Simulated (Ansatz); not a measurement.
A series of calculations on Sn$_{24}$O$_{47}$

**1. Relaxation**

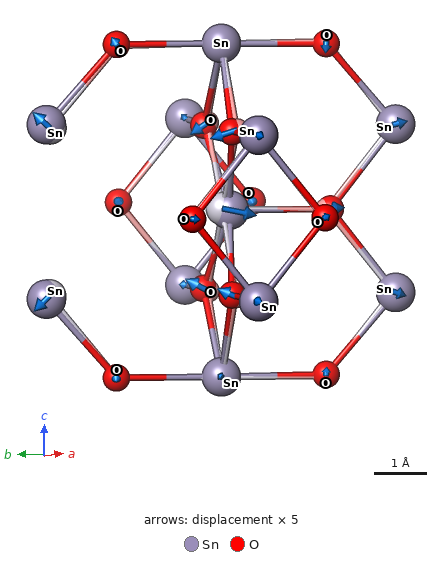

This is a relaxation of a defect cell of composition Sn$_{24}$O$_{47}$ (cell charge +1). The starting structure is drawn faded, the final one solid; blue arrows show the displacements, magnified 5 times.

A ball-and-stick model of the atoms within 4.2 Å of the atom that moves most (axes of the cell of the calculation), seen from a free direction.

Theory: DFT, PBEsol, PAW, plane waves (Ansatz). (plane-wave cutoff 420 eV; k-point mesh 1 × 1 × 1; mesh shifted by (0.25, 0.25, 0.25); collinear spin; atoms relaxed in a fixed cell; force threshold 0.03 eV/Å; at most 80 steps)

Question: What did the optimiser do to the structure, and how much energy did it gain?

Answer: The largest move is that of a Sn atom, 0.14 Å along [3 −3 −1]. Largest moves by element: Sn 0.14 Å, O 0.11 Å. The cell stays as it was. Near-neighbour distances that change, for instance: O–Sn 2.050 → 1.987 Å, O–Sn 2.109 → 2.049 Å, O–Sn 2.120 → 2.066 Å, O–Sn 2.053 → 2.089 Å. Bond angles that change, for instance: O–Sn–O 178.9° → 167.3°, O–Sn–O 89.4° → 96.3°, O–Sn–O 90.1° → 96.5°. The energy falls by 0.844 eV per cell of the calculation in 3 geometry steps. The largest force component goes from 1.5 to 0.0058 eV/Å.

Limits of the set-up: the cell is charged, on a uniform background, and energies carry no finite-size correction.

**2. Relaxation**

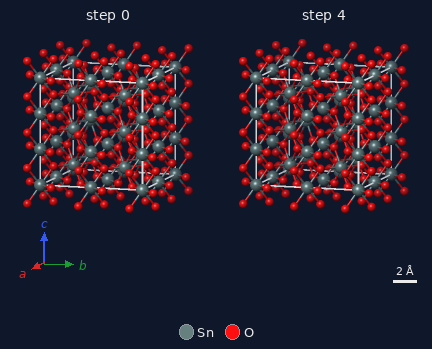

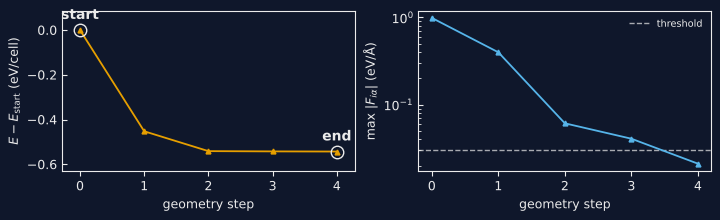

First and last geometry of a relaxation of a defect cell of composition Sn24O47, with the history of the run. The picture is a ball-and-stick view of the cell of the calculation, seen slightly off an axis.

These are results of Ansatz, DFT, PBEsol, PAW, plane waves, not measurements. Settings: plane-wave cutoff 420 eV; k-point mesh 1 × 1 × 1; mesh shifted by (0.25, 0.25, 0.25); no spin polarisation; atoms relaxed in a fixed cell; force threshold 0.03 eV/Å; at most 80 steps.

What do the curves and the structures tell?

Answer. It converged. The energy falls by 0.543 eV per cell of the calculation in 4 geometry steps. Largest force component: 0.99 eV/Å at the start, 0.021 eV/Å at the end. The atom that moves furthest is an O atom (0.081 Å along [−1 1 0]). By element the largest moves are O 0.081 Å, Sn 0.055 Å. The cell doesn't change. Among the contacts that change: O–Sn 2.138 → 2.065 Å, O–Sn 2.015 → 2.077 Å, O–Sn 2.120 → 2.068 Å, O–Sn 2.034 → 2.075 Å. Bond angles that change, for instance: Sn–O–Sn 131.8° → 127.9°, O–Sn–O 175.8° → 179.7°, O–Sn–O 93.8° → 90.1°. Cost: 7.3 s on 1 × NVIDIA GB300 Max-Q with 8 threads of Arm Neoverse-V2, peak memory 2 GiB.

**3. Defect**

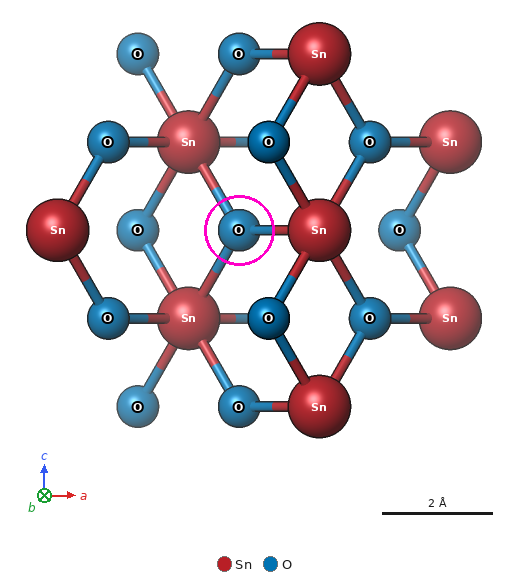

Perfect SnO₂. The picture is a ball-and-stick view of the atoms within 4.6 Å of one point, in a slice 5.0 Å thick across the line of sight, seen along the b axis.

Level of theory: Ansatz 0.2.0, DFT, PBEsol, PAW, plane waves. (plane-wave cutoff 420 eV; k-point mesh 1 × 1 × 1; mesh shifted by (0.25, 0.25, 0.25); no spin polarisation) Fermi-Dirac smearing of 0.01 eV. A uniform background neutralises the charged cell. The axes drawn are those of the host's conventional cell.

An oxygen atom is taken out (a vacancy) at the ringed place, in charge state +2. The supercell has 72 sites, and the atoms are relaxed at the host's cell.

> Predict the relaxed surroundings of the defect.

Around the empty O site the host had 3 Sn at 2.07 Å; after relaxation the nearest atoms are 3 Sn at 2.29 to 2.30 Å, 1 O at 2.48 Å. Of the host's atoms, a tin atom moves furthest from its site, by 0.23 Å.

The relaxed defect, seen from the same direction:

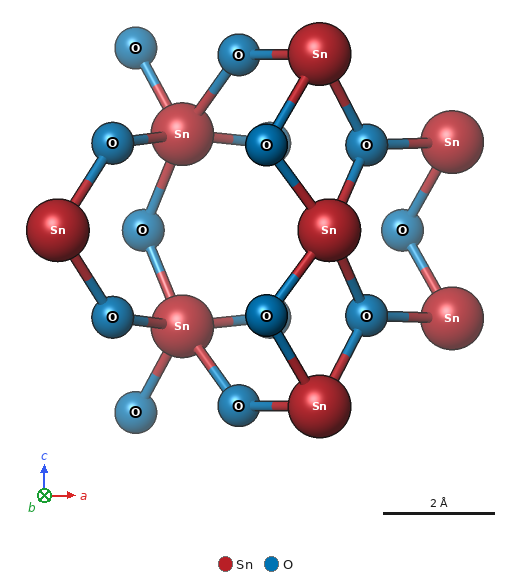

Limits of the set-up: the cell is charged, on a uniform background, and energies carry no finite-size correction.

**4. Defect**

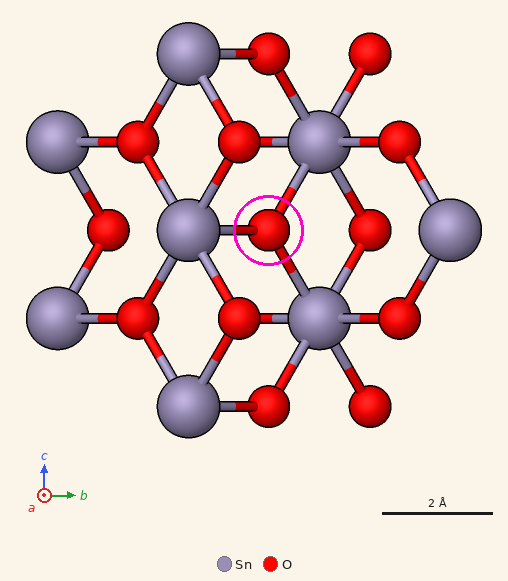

Perfect SnO₂. Style: ball-and-stick. Shown: the atoms within 4.6 Å of one point, in a slice 5.0 Å thick across the line of sight, along the a axis.

Computed with Ansatz, DFT, PBEsol, PAW, plane waves. Settings: plane-wave cutoff 420 eV; k-point mesh 1 × 1 × 1; mesh shifted by (0.25, 0.25, 0.25); no spin polarisation. Fermi-Dirac smearing of 0.01 eV. The axes drawn are those of the host's conventional cell.

An oxygen atom is taken out (a vacancy) at the ringed place, in charge state 0. The supercell has 72 sites, and the atoms are relaxed at the host's cell.

Question: How do the neighbours respond?

Answer: Around the empty O site the host had 3 Sn at 2.07 Å; after relaxation the nearest atoms are 3 Sn at 2.04 to 2.06 Å. Of the host's atoms, an oxygen atom moves furthest from its site, by 0.06 Å.

The relaxed defect, seen from the same direction:

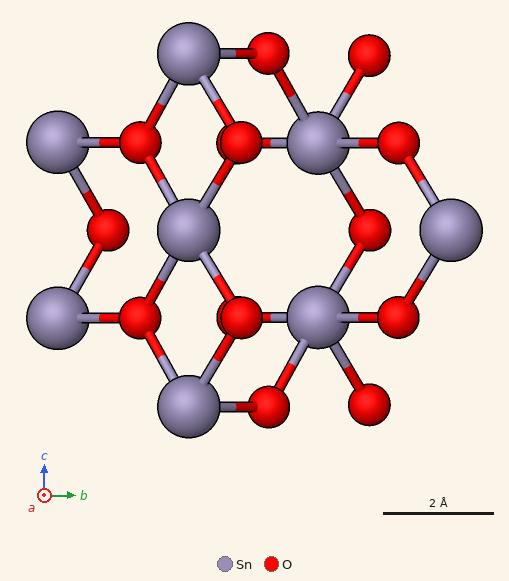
